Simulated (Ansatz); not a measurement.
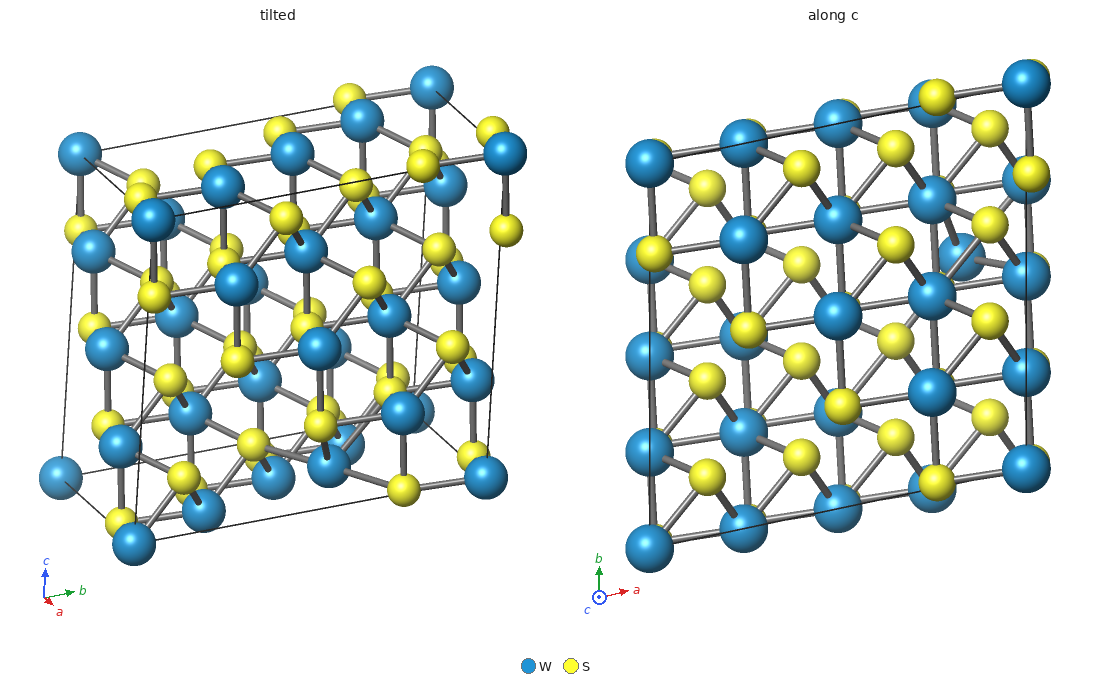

Structure drawing (ball-and-stick), viewed slightly off an axis and along the c axis. Thin lines show the simulation cell, with boundary atoms drawn in all their periodic places. Cell: a = 10.491 Å, b = 10.491 Å, c = 10.491 Å, α = 74.85°, β = 74.85°, γ = 74.85°.

What structure is drawn here?

- The formula is W17S32.
- Counting shared atoms by their share gives 17 W, 32 S, or 49 atoms.
- The W atoms are each bonded to six S at about 2.4 to 2.9 Å. Not all metal-metal contacts are counted.
- The bonds build a three-dimensional framework.

The cell started as a structure listed in the Materials Project, repeated into a supercell with a point defect put in. Earlier steps of the study may have refined or changed the cell and positions. It was set up as input for a calculation with Ansatz.
